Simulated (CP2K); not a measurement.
Consider Li.

```
Li
1.0
    -0.61669    1.45696    2.66705
     0.00000    1.58210   -2.66705
   -22.15656   -4.49602   -2.66705
Li
9
Direct
  0.33333 0.66667 0.88867
  0.66667 0.33333 0.55533
  0.00000 0.00000 0.22200
  0.00000 0.00000 0.77800
  0.33333 0.66667 0.44467
  0.66667 0.33333 0.11133
  0.33333 0.66667 0.66667
  0.66667 0.33333 0.33333
  0.00000 0.00000 0.00000
```

Space group R-3m.

Method: Kohn-Sham DFT of a periodic cell, RPBE, GTH-PBE with UZH-TZVP basis in CP2K 2026.2.

### What will maps of the electron localisation function show?

Li–Li (3.10 Å): the ELF reaches about 0.55 near the midpoint.

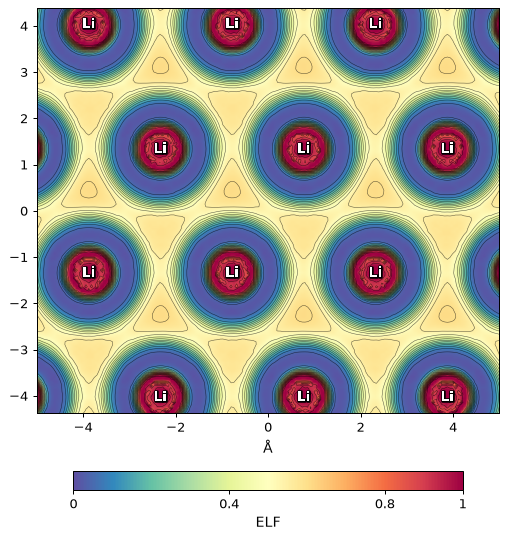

Computed electron localisation function on the (001) plane of the conventional cell. 
